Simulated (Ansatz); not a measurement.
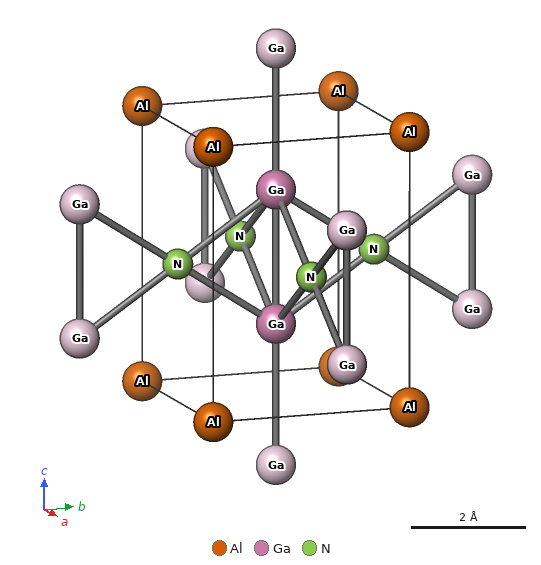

The crystal in a ball-and-stick representation, seen slightly off an axis. The lines enclose the conventional unit cell; boundary atoms appear with their images. Bonded neighbours in the next cells are drawn too, in fainter colours. Cell: a = 3.68 Å, b = 3.68 Å, c = 4.96 Å, α = 90.00°, β = 90.00°, γ = 90.00°.

The initial geometry was a structure type filled with these elements by a generator (whether the compound takes this form wasn't checked). Earlier steps of the study, as a rule a relaxation of our own, may have changed the cell and positions, so they can lie some per cent off the listed ones. It went into a calculation with Ansatz.

Notes on the structure:

The material is AlGa2N2. It belongs to space group P4/mmm (No. 123) and has a primitive tetragonal lattice. With Z = 1, the cell contains 1 Al, 2 Ga, 2 N. Going by the bonds shown, the numbers of neighbours are Ga 6 and N 4.

The calculation used Ansatz, DFT PBE, scalar-relativistic, plane waves, PAW, with a cutoff energy of 420 eV, k-grid 10×10×8, Gaussian smearing of 0.1 eV, no spin polarisation.

How large a gap does the method give, if there is one?

A metal: bands cross the Fermi level.

What net charge does each kind of atom have (Bader)?

Al +0.69 e; Ga +0.73 e; N -1.08 e.

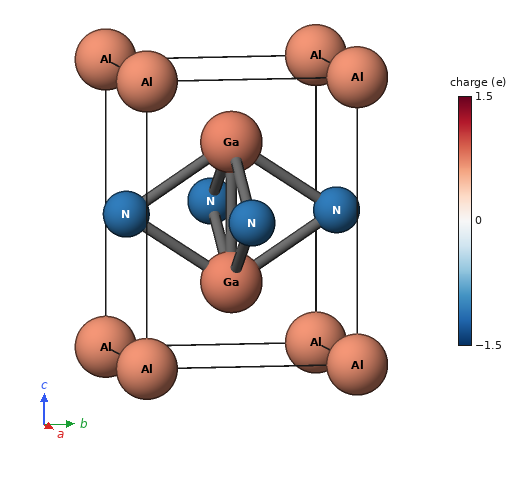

The atoms coloured by those charges. The run's cell of 5 atoms is drawn.

Are forces and stress small enough to call this relaxed?

Yes. All forces vanish to within 0.01 eV/Å. The pressure is 0.0 GPa, close to zero.
